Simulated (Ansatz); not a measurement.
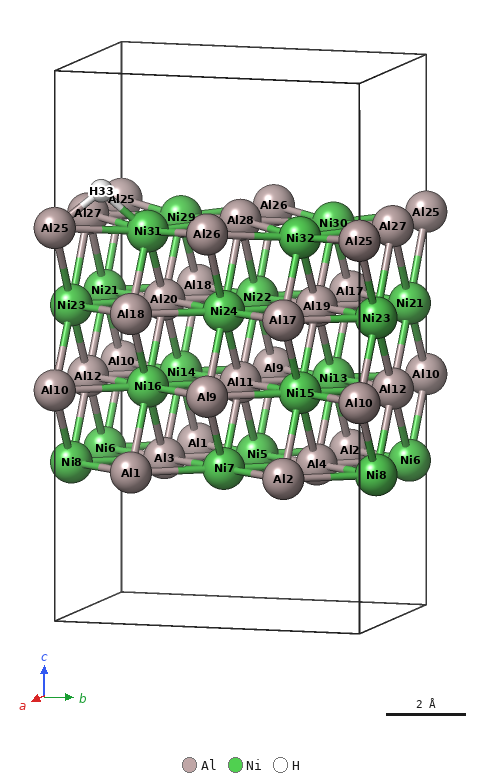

The input geometry (ball-and-stick view of the cell of the calculation, with the vacuum cut short, seen slightly off an axis; atoms are numbered from 1 in the order of the input).

## Geometry relaxation, with input and output: Al16Ni16H (part 1 of 4)

System: Al16Ni16H (slab, 33 atoms in the cell).
Method: DFT PBE+D3(BJ), scalar-relativistic, plane waves, PAW, no spin polarisation (Ansatz 0.2.0).

The structure derives from an entry of the Crystallography Open Database. The input holds or restrains some coordinates. Figures and captions count atoms from 1; the log counts them from 0 in places.

Input:
```yaml
crystal:
  lattice:
    - [5.7148460094, 0.0, 0.0]
    - [0.0, 8.0820127334, 0.0]
    - [0.0, 0.0, 25.0615095501]
  atoms:
    - { symbol: Al, position: [0.0, 0.25, 0.3391655233] }
    - { symbol: Al, position: [0.0, 0.75, 0.3391655233] }
    - { symbol: Al, position: [0.5, 0.25, 0.3391655233] }
    - { symbol: Al, position: [0.5, 0.75, 0.3391655233] }
    - { symbol: Ni, position: [0.25, 0.5, 0.3391655233] }
    - { symbol: Ni, position: [0.25, 0.0, 0.3391655233] }
    - { symbol: Ni, position: [0.75, 0.5, 0.3391655233] }
    - { symbol: Ni, position: [0.75, 0.0, 0.3391655233] }
    - { symbol: Al, position: [0.0, 0.5, 0.4197872902] }
    - { symbol: Al, position: [0.0, 0.0, 0.4197872902] }
    - { symbol: Al, position: [0.5, 0.5, 0.4197872902] }
    - { symbol: Al, position: [0.5, 0.0, 0.4197872902] }
    - { symbol: Ni, position: [0.25, 0.75, 0.4197872902] }
    - { symbol: Ni, position: [0.25, 0.25, 0.4197872902] }
    - { symbol: Ni, position: [0.75, 0.75, 0.4197872902] }
    - { symbol: Ni, position: [0.75, 0.25, 0.4197872902] }
    - { symbol: Al, position: [0.0, 0.75, 0.5008896523] }
    - { symbol: Al, position: [0.0, 0.25, 0.5008896523] }
    - { symbol: Al, position: [0.5, 0.75, 0.5008896523] }
    - { symbol: Al, position: [0.5, 0.25, 0.5008896523] }
    - { symbol: Ni, position: [0.25, 0.0, 0.4995105569] }
    - { symbol: Ni, position: [0.25, 0.5, 0.4995105569] }
    - { symbol: Ni, position: [0.75, 0.0, 0.4995105569] }
    - { symbol: Ni, position: [0.75, 0.5, 0.4995105569] }
    - { symbol: Al, position: [0.0, 0.0, 0.5854247967] }
    - { symbol: Al, position: [0.0, 0.5, 0.5854247967] }
    - { symbol: Al, position: [0.5, 0.0, 0.5854247967] }
    - { symbol: Al, position: [0.5, 0.5, 0.5854247967] }
    - { symbol: Ni, position: [0.25, 0.25, 0.5780720347] }
    - { symbol: Ni, position: [0.25, 0.75, 0.5780720347] }
    - { symbol: Ni, position: [0.75, 0.25, 0.5780720347] }
    - { symbol: Ni, position: [0.75, 0.75, 0.5780720347] }
    - { symbol: H, position: [0.875, 0.125, 0.6213364403] }
basis:
  ecutwfc: 420
kpoints:
  mp_grid: { grid: [5, 4, 1] }
hamiltonian:
  xc: pbe
  dispersion: d3bj
scf:
  occupations: { method: gaussian, width: 0.1 }
output:
  forces: true
  eigenvalues: true
  write_density: true
  write_potential: true
  elf: true
  volumetric_format: npy
relax:
  adjacent_minimum: "off"
  f_tol: 0.03
  max_steps: 70
  constraints: [{ sites: [0, 1, 2, 3, 4, 5, 6, 7, 8, 9, 10, 11, 12, 13, 14, 15] }]
efield:
  axis: 3
  dipole_correction: true
```

Run as:
```bash
ansatz run input.yaml --threads 4 --pin off --max-ram 10240MiB --backend cpu --events-out ev --progress --plain --runs-dir out
```

What the program printed:
```
Engine: ansatz 0.2.0, aarch64-unknown-linux-gnu
Pseudopotentials: kind: paw
Pseudopotential: Al, paw, valence charge 3, recommended cutoff 420 eV (normal), Al.paw.azcp
Pseudopotential: Ni, paw, valence charge 18, recommended cutoff 420 eV (normal), Ni.paw.azcp
Pseudopotential: H, paw, valence charge 1, recommended cutoff 420 eV (normal), H.paw.azcp
Functional definition: PBE
  parameter kappa = 0.804
  parameter beta = 0.06672455060314922
  exchange = pbe_x(kappa = kappa, mu = beta*pi^2/3)
  correlation = pbe_c(beta = beta)
Crystal: 33 atoms, lattice volume = 1157.527 Å³
Basis set: ecut = 420 eV, 22683 PW (Γ), exchange–correlation on 80×120×360 points (8 copies of the dense FFT grid, shifted against one another)
Bands: 203, of which v1, the nominal top of the filled ones, is band 169 counted from 1 (168 counted from 0)
Symmetry: 1 space group operations
Space group: P1 (ITA 1), of the structure as read, at distance tolerance 1.0e-4 Å
k-points: 11 of 20 (time reversal used)
Non-local potential: Al, projectors of the file, l = 0: 2, l = 1: 2, l = 2: 1
Non-local potential: Ni, projectors of the file, l = 0: 3, l = 1: 2, l = 2: 3, l = 3: 1
Non-local potential: H, projectors of the file, l = 0: 2, l = 1: 1
PAW form: soft (Blöchl's): semilocal exchange-correlation on the pseudo side does not see the compensation charge
PAW one-centre angular grid: Al, 110 points (default); XC on 64 Gauss nodes
PAW one-centre angular grid: Ni, 590 points (default); XC on 64 Gauss nodes
PAW one-centre angular grid: H, 110 points (default); XC on 64 Gauss nodes
Initial density: superposition of atomic densities (neutral atoms: chi_scale 0, normalization atom), corrected by the library's trained network
Initial wavefunctions: pseudopotential atomic-orbital guess
Functional: x = pbe(κ = 0.804, μ = 0.2195149727645171), c = pbe(β = 0.06672455060314922)
SCF iter   1: F=—  HF=-102073.539516 eV  |F-HF|=—  |Δ(HF+E_count)|=         —  Δρ=4.96e-3  dr2=1.16e0  ethr=1.77e-3  p=0.033 e·Å  D=5.13e-3 V/Å  ΔV_dip=-0.13 eV  dr2_dipole=3.40e-1  V_vac-E_F(+/−)=4.68/4.81 eV  ⟨swp⟩=11.5  Hψ=11096  notcnv=0  defer=57
efield: sawtooth ramp at fractional position 0.9303 (placed from the atoms, in the widest stretch of the axis that holds none; the zero of the levels goes with the place), width 0.1000; the density the first Hamiltonian is built on has a dipole p = 0.033 e·Å; the dipole correction subtracts the counter field D = 5.13e-3 V/Å, which shifts the + side's vacuum level by -0.13 eV against the − side's; the planar-averaged density in the ramp window peaks in size at 2.6e-5 e/Å³
preconditioner: auto → LDOS  [metal: Δε(μ)=0.018 eV  Ē_g=5.885 eV  σ=0.100 eV  W_gap=0.10  n_scr=208 (ndim 8)  ℏωp=15.8 eV  f_vac=0.603  D(μ)=18.64/eV (n_scr^D=106)  β→1.0]
SCF iter   2: F=—  HF=-102073.528354 eV  |F-HF|=—  |Δ(HF+E_count)|=   1.12e-2  Δρ=2.96e-3  dr2=6.77e-2  ethr=3.44e-4  p=0.075 e·Å  D=1.17e-2 V/Å  ΔV_dip=-0.29 eV  dr2_dipole=1.76e-3  V_vac-E_F(+/−)=4.62/4.92 eV  ⟨swp⟩=2.0  Hψ=3753  notcnv=0  defer=264
SCF iter   3: F=—  HF=-102073.537103 eV  |F-HF|=—  |Δ(HF+E_count)|=   8.75e-3  Δρ=2.78e-3  dr2=5.89e-2  ethr=2.01e-5  p=0.064 e·Å  D=1.01e-2 V/Å  ΔV_dip=-0.25 eV  dr2_dipole=1.26e-3  V_vac-E_F(+/−)=4.62/4.88 eV  ⟨swp⟩=2.0  Hψ=3422  notcnv=0  defer=264
SCF iter   4: F=—  HF=-102073.531853 eV  |F-HF|=—  |Δ(HF+E_count)|=   5.25e-3  Δρ=2.86e-4  dr2=2.77e-3  ethr=1.75e-5  p=0.067 e·Å  D=1.04e-2 V/Å  ΔV_dip=-0.26 eV  dr2_dipole=5.83e-4  V_vac-E_F(+/−)=4.63/4.89 eV  ⟨swp⟩=2.0  Hψ=2864  notcnv=0  defer=264
SCF iter   5: F=—  HF=-102073.532381 eV  |F-HF|=—  |Δ(HF+E_count)|=   5.28e-4  Δρ=1.86e-4  dr2=6.78e-4  ethr=8.21e-7  p=0.068 e·Å  D=1.07e-2 V/Å  ΔV_dip=-0.27 eV  dr2_dipole=1.14e-4  V_vac-E_F(+/−)=4.64/4.90 eV  ⟨swp⟩=2.2  Hψ=3182  notcnv=0  defer=264
SCF iter   6: F=—  HF=-102073.532619 eV  |F-HF|=—  |Δ(HF+E_count)|=   2.39e-4  Δρ=3.97e-5  dr2=2.07e-5  ethr=2.01e-7  p=0.069 e·Å  D=1.07e-2 V/Å  ΔV_dip=-0.27 eV  dr2_dipole=1.55e-6  V_vac-E_F(+/−)=4.64/4.91 eV  ⟨swp⟩=2.5  Hψ=2994  notcnv=0  defer=264
SCF iter   7: F=-102073.532709 eV  HF=-102073.532696 eV  |F-HF|=1.26e-5  |Δ(HF+E_count)|=   7.66e-5  Δρ=2.30e-5  dr2=4.52e-6  ethr=6.13e-9  p=0.069 e·Å  D=1.07e-2 V/Å  ΔV_dip=-0.27 eV  dr2_dipole=9.20e-8  V_vac-E_F(+/−)=4.64/4.91 eV  ⟨swp⟩=29.9  Hψ=27887  notcnv=0
SCF 1 converged in 7 iterations: F = -102073.532709 eV  dr2 = 4.52e-6
  greatest PAW one-centre occupation: 1.001 electrons in one spin orbital (limit 2), on the Ni atom at site 28 (counted from 0), in its partial waves of l = 1
relax step   1: F+E_penalty+E_count = -102073.53270858 eV  Δ(F+E_penalty+E_count) = +0.000e0 eV  max|allowed force component| = 1.838e0 eV/Å  Δτ_max = 0.0000 Å  (7 SCF iters, dr2 threshold 2.25e-5 eV, accepted)
Initial density: handed on by an earlier stage of this run
Initial wavefunctions: those handed on with the density
iter 1 solved again at ethr=1.35e-5 eV; its pass at ethr=3.10e-3 eV (dr2=4.53e-2 eV) is discarded
SCF iter   1: F=—  HF=-102073.780653 eV  |F-HF|=—  |Δ(HF+E_count)|=         —  Δρ=2.02e-3  dr2=4.36e-2  ethr=1.35e-5  p=0.069 e·Å  D=1.07e-2 V/Å  ΔV_dip=-0.27 eV  dr2_dipole=1.66e-4  V_vac-E_F(+/−)=4.64/4.91 eV  ⟨swp⟩=2.0  Hψ=6960  notcnv=0  defer=269
efield: sawtooth ramp at fractional position 0.9303 (handed on by an earlier solve), width 0.1000; the density the first Hamiltonian is built on has a dipole p = 0.069 e·Å; the dipole correction subtracts the counter field D = 1.07e-2 V/Å, which shifts the + side's vacuum level by -0.27 eV against the − side's; the planar-averaged density in the ramp window peaks in size at 5.8e-6 e/Å³
preconditioner: auto → LDOS  [metal: Δε(μ)=0.017 eV  Ē_g=5.913 eV  σ=0.100 eV  W_gap=0.10  n_scr=208 (ndim 8)  ℏωp=15.8 eV  f_vac=0.603  D(μ)=18.49/eV (n_scr^D=106)  β→1.0]
SCF iter   2: F=—  HF=-102073.773642 eV  |F-HF|=—  |Δ(HF+E_count)|=   7.01e-3  Δρ=8.45e-4  dr2=1.10e-2  ethr=1.29e-5  p=0.063 e·Å  D=9.83e-3 V/Å  ΔV_dip=-0.25 eV  dr2_dipole=1.03e-5  V_vac-E_F(+/−)=4.66/4.91 eV  ⟨swp⟩=3.0  Hψ=3735  notcnv=0  defer=269
SCF iter   3: F=—  HF=-102073.771636 eV  |F-HF|=—  |Δ(HF+E_count)|=   2.01e-3  Δρ=7.27e-4  dr2=4.40e-3  ethr=3.28e-6  p=0.064 e·Å  D=9.93e-3 V/Å  ΔV_dip=-0.25 eV  dr2_dipole=3.49e-5  V_vac-E_F(+/−)=4.66/4.91 eV  ⟨swp⟩=2.3  Hψ=3654  notcnv=0  defer=269
SCF iter   4: F=—  HF=-102073.771118 eV  |F-HF|=—  |Δ(HF+E_count)|=   5.18e-4  Δρ=1.54e-4  dr2=2.58e-4  ethr=1.30e-6  p=0.063 e·Å  D=9.89e-3 V/Å  ΔV_dip=-0.25 eV  dr2_dipole=1.74e-7  V_vac-E_F(+/−)=4.66/4.91 eV  ⟨swp⟩=2.0  Hψ=3111  notcnv=0  defer=269
SCF iter   5: F=-102073.771131 eV  HF=-102073.771112 eV  |F-HF|=1.96e-5  |Δ(HF+E_count)|=   5.90e-6  Δρ=4.46e-5  dr2=2.60e-5  ethr=2.97e-8  p=0.063 e·Å  D=9.88e-3 V/Å  ΔV_dip=-0.25 eV  dr2_dipole=1.02e-7  V_vac-E_F(+/−)=4.66/4.91 eV  ⟨swp⟩=24.1  Hψ=27713  notcnv=0
SCF 2 converged in 5 iterations: F = -102073.771131 eV  dr2 = 2.60e-5
relax step   2: F+E_penalty+E_count = -102073.77113139 eV  Δ(F+E_penalty+E_count) = -2.384e-1 eV  max|allowed force component| = 9.019e-1 eV/Å  Δτ_max = 0.1119 Å  (5 SCF iters, dr2 threshold 1.00e-4 eV, accepted)
[... from here on the SCF iterations and repeated set-up lines of each step are left out, up to the last step ...]
SCF 3 converged in 6 iterations: F = -102073.756382 eV  dr2 = 3.03e-5
relax step   3: F+E_penalty+E_count = -102073.75638162 eV  Δ(F+E_penalty+E_count) = +1.475e-2 eV  max|allowed force component| = 8.430e-1 eV/Å  Δτ_max = 0.1827 Å  (6 SCF iters, dr2 threshold 5.08e-5 eV, rejected (line search))
SCF 4 converged in 13 iterations: F = -102073.876111 eV  dr2 = 5.07e-10
relax step   4: F+E_penalty+E_count = -102073.87611080 eV  Δ(F+E_penalty+E_count) = -1.050e-1 eV  max|allowed force component| = 3.413e-1 eV/Å  Δτ_max = 0.0888 Å  (13 SCF iters, accepted)
SCF 5 converged in 6 iterations: F = -102073.901393 eV  dr2 = 4.53e-6
relax step   5: F+E_penalty+E_count = -102073.90139253 eV  Δ(F+E_penalty+E_count) = -2.528e-2 eV  max|allowed force component| = 1.155e-1 eV/Å  Δτ_max = 0.0974 Å  (6 SCF iters, dr2 threshold 1.67e-5 eV, accepted)
SCF 6 converged in 7 iterations: F = -102073.915657 eV  dr2 = 3.58e-7
relax step   6: F+E_penalty+E_count = -102073.91565654 eV  Δ(F+E_penalty+E_count) = -1.426e-2 eV  max|allowed force component| = 9.662e-2 eV/Å  Δτ_max = 0.1401 Å  (7 SCF iters, dr2 threshold 1.53e-6 eV, accepted)
SCF 7 converged in 8 iterations: F = -102073.946146 eV  dr2 = 4.94e-7
relax step   7: F+E_penalty+E_count = -102073.94614614 eV  Δ(F+E_penalty+E_count) = -3.049e-2 eV  max|allowed force component| = 1.851e-1 eV/Å  Δτ_max = 0.1950 Å  (8 SCF iters, dr2 threshold 1.07e-6 eV, accepted)
SCF 8 converged in 6 iterations: F = -102074.005993 eV  dr2 = 1.35e-5
relax step   8: F+E_penalty+E_count = -102074.00599300 eV  Δ(F+E_penalty+E_count) = -5.985e-2 eV  max|allowed force component| = 3.185e-1 eV/Å  Δτ_max = 0.1947 Å  (6 SCF iters, dr2 threshold 2.40e-5 eV, accepted)
SCF 9 converged in 6 iterations: F = -102074.091803 eV  dr2 = 2.79e-5
relax step   9: F+E_penalty+E_count = -102074.09180281 eV  Δ(F+E_penalty+E_count) = -8.581e-2 eV  max|allowed force component| = 2.473e-1 eV/Å  Δτ_max = 0.1949 Å  (6 SCF iters, dr2 threshold 1.00e-4 eV, accepted)
SCF 10 converged in 6 iterations: F = -102074.094362 eV  dr2 = 1.77e-5
relax step  10: F+E_penalty+E_count = -102074.09436166 eV  Δ(F+E_penalty+E_count) = -2.559e-3 eV  max|allowed force component| = 4.050e-1 eV/Å  Δτ_max = 0.1952 Å  (6 SCF iters, dr2 threshold 3.69e-5 eV, accepted)
SCF 11 converged in 5 iterations: F = -102074.117563 eV  dr2 = 4.13e-5
relax step  11: F+E_penalty+E_count = -102074.11756281 eV  Δ(F+E_penalty+E_count) = -2.320e-2 eV  max|allowed force component| = 2.069e-2 eV/Å  Δτ_max = 0.0715 Å  (5 SCF iters, dr2 threshold 9.89e-5 eV, accepted)
iter 1 solved again at ethr=1.22e-8 eV; its pass at ethr=3.10e-3 eV (dr2=4.12e-5 eV) is discarded
SCF iter   1: F=—  HF=-102074.116979 eV  |F-HF|=—  |Δ(HF+E_count)|=         —  Δρ=6.85e-5  dr2=4.12e-5  ethr=1.22e-8  p=0.065 e·Å  D=1.01e-2 V/Å  ΔV_dip=-0.25 eV  dr2_dipole=2.14e-7  V_vac-E_F(+/−)=4.66/4.92 eV  ⟨swp⟩=1.0  Hψ=5236  notcnv=0
efield: sawtooth ramp at fractional position 0.9303 (handed on by an earlier solve), width 0.1000; the density the first Hamiltonian is built on has a dipole p = 0.065 e·Å; the dipole correction subtracts the counter field D = 1.01e-2 V/Å, which shifts the + side's vacuum level by -0.25 eV against the − side's; the planar-averaged density in the ramp window peaks in size at 4.9e-6 e/Å³
preconditioner: auto → LDOS  [metal: Δε(μ)=0.027 eV  Ē_g=5.932 eV  σ=0.100 eV  W_gap=0.15  n_scr=208 (ndim 8)  ℏωp=15.8 eV  f_vac=0.604  D(μ)=19.29/eV (n_scr^D=110)  β→1.0]
SCF iter   2: F=—  HF=-102074.117601 eV  |F-HF|=—  |Δ(HF+E_count)|=   6.22e-4  Δρ=1.30e-4  dr2=1.22e-4  ethr=1.22e-8  p=0.065 e·Å  D=1.01e-2 V/Å  ΔV_dip=-0.25 eV  dr2_dipole=1.80e-8  V_vac-E_F(+/−)=4.67/4.92 eV  ⟨swp⟩=2.0  Hψ=3814  notcnv=0
SCF iter   3: F=—  HF=-102074.117599 eV  |F-HF|=—  |Δ(HF+E_count)|=   2.39e-6  Δρ=1.72e-5  dr2=2.24e-6  ethr=1.22e-8  p=0.065 e·Å  D=1.01e-2 V/Å  ΔV_dip=-0.25 eV  dr2_dipole=3.19e-8  V_vac-E_F(+/−)=4.67/4.92 eV  ⟨swp⟩=2.0  Hψ=3790  notcnv=0
SCF iter   4: F=—  HF=-102074.117600 eV  |F-HF|=—  |Δ(HF+E_count)|=   8.56e-7  Δρ=6.92e-6  dr2=4.28e-7  ethr=6.64e-10  p=0.065 e·Å  D=1.01e-2 V/Å  ΔV_dip=-0.25 eV  dr2_dipole=7.60e-10  V_vac-E_F(+/−)=4.67/4.92 eV  ⟨swp⟩=3.2  Hψ=4458  notcnv=0
iter 5 did not close the SCF: its close was put off until two iterations running show no level that it waits for move by more than its bar (scf_convergence_deferred on its scf_iter line)
SCF iter   5: F=-102074.117600 eV  HF=-102074.117600 eV  |F-HF|=5.05e-8  |Δ(HF+E_count)|=   1.90e-7  Δρ=3.18e-6  dr2=9.19e-8  ethr=2.97e-11  p=0.065 e·Å  D=1.01e-2 V/Å  ΔV_dip=-0.25 eV  dr2_dipole=1.51e-12  V_vac-E_F(+/−)=4.67/4.92 eV  ⟨swp⟩=17.9  Hψ=18419  notcnv=0
iter 6 did not close the SCF: its close was put off until two iterations running show no level that it waits for move by more than its bar (scf_convergence_deferred on its scf_iter line)
SCF iter   6: F=-102074.117600 eV  HF=-102074.117600 eV  |F-HF|=1.07e-7  |Δ(HF+E_count)|=   1.58e-8  Δρ=1.17e-6  dr2=1.34e-8  ethr=2.73e-11  p=0.065 e·Å  D=1.01e-2 V/Å  ΔV_dip=-0.25 eV  dr2_dipole=1.41e-11  V_vac-E_F(+/−)=4.67/4.92 eV  ⟨swp⟩=10.0  Hψ=16618  notcnv=0
SCF iter   7: F=-102074.117600 eV  HF=-102074.117600 eV  |F-HF|=4.34e-8  |Δ(HF+E_count)|=   7.52e-8  Δρ=2.00e-7  dr2=4.00e-10  ethr=3.97e-12  p=0.065 e·Å  D=1.01e-2 V/Å  ΔV_dip=-0.25 eV  dr2_dipole=1.35e-11  V_vac-E_F(+/−)=4.67/4.92 eV  ⟨swp⟩=10.5  Hψ=15537  notcnv=0
SCF 12 converged in 7 iterations: F = -102074.117600 eV  dr2 = 4.00e-10
  greatest PAW one-centre occupation: 1.001 electrons in one spin orbital (limit 2), on the Ni atom at site 7 (counted from 0), in its partial waves of l = 1
relax step  12: F+E_penalty+E_count = -102074.11760003 eV  Δ(F+E_penalty+E_count) = -3.722e-5 eV  max|allowed force component| = 2.143e-2 eV/Å  Δτ_max = 0.0000 Å  (7 SCF iters, accepted)
```

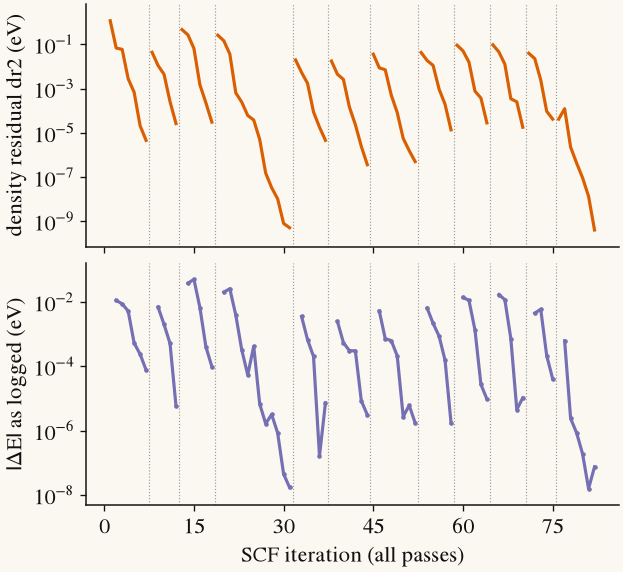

Convergence of the self-consistent field: density residual dr2 and size of the energy change against the SCF iteration. The dotted lines part the SCF passes of the relaxation: geometry steps, rejected trials and re-solves on a re-selected basis. The 12 passes take 5 to 13 iterations each, 82 in all.
